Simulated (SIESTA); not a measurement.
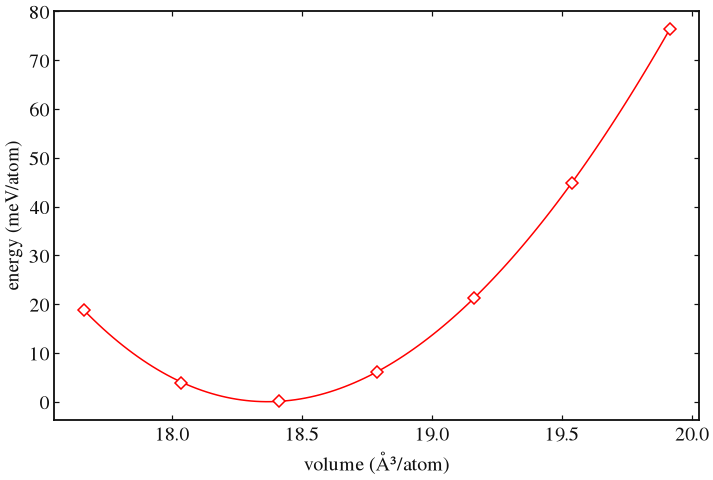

The plot gives the computed energy against volume for Ta, space group Fm-3m (No. 225).

The given structure:
```
CELL_PARAMETERS angstrom
0.00000 2.11000 2.11000
2.11000 0.00000 2.11000
2.11000 2.11000 0.00000
ATOMIC_POSITIONS crystal
Ta 0.00000 0.00000 0.00000
```

Method: DFT in numerical atomic orbitals with pseudopotentials, no spin polarisation; energies at scaled volumes of the given cell, shape and fractions fixed, counted from the fit's minimum, third-order Birch-Murnaghan fit (SIESTA 5.4.2). Level: PBEsol.

k mesh 11×11×11; occupations Fermi–Dirac; smearing width 0.05 eV; potentials PseudoDojo 0.4 standard, converted to PSML, two zetas on semicore shells; program settings basis DZP, mesh cutoff 800 Ry.

This calculation gives: equilibrium volume 18.37 Å³/atom and bulk modulus 210 GPa.

Now the level changes from PBEsol to LDA. What happens?

The equilibrium volume falls from 18.37 to 17.83 Å³/atom (−2.9 %) and the bulk modulus rises from 210 to 216 GPa (+2.9 %).

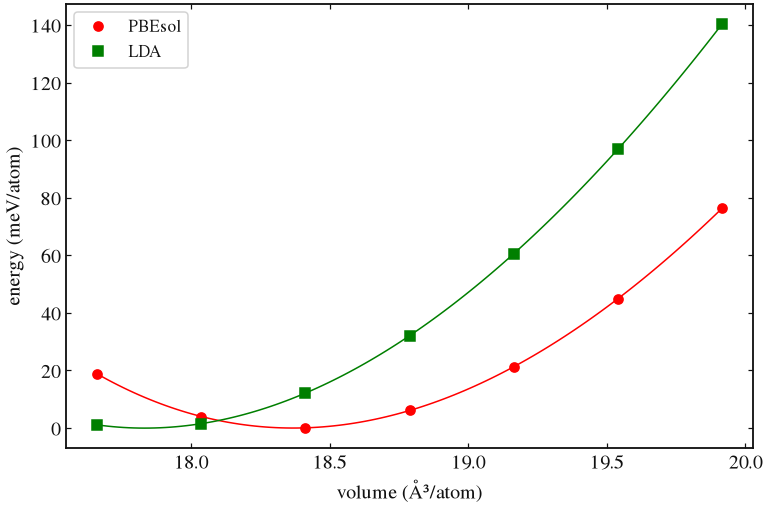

The two results together.

For both, limits of the calculation: mulliken charges of long orbitals; short basis over semicore shells.

V0 and the bulk modulus come from third-order Birch–Murnaghan fits.
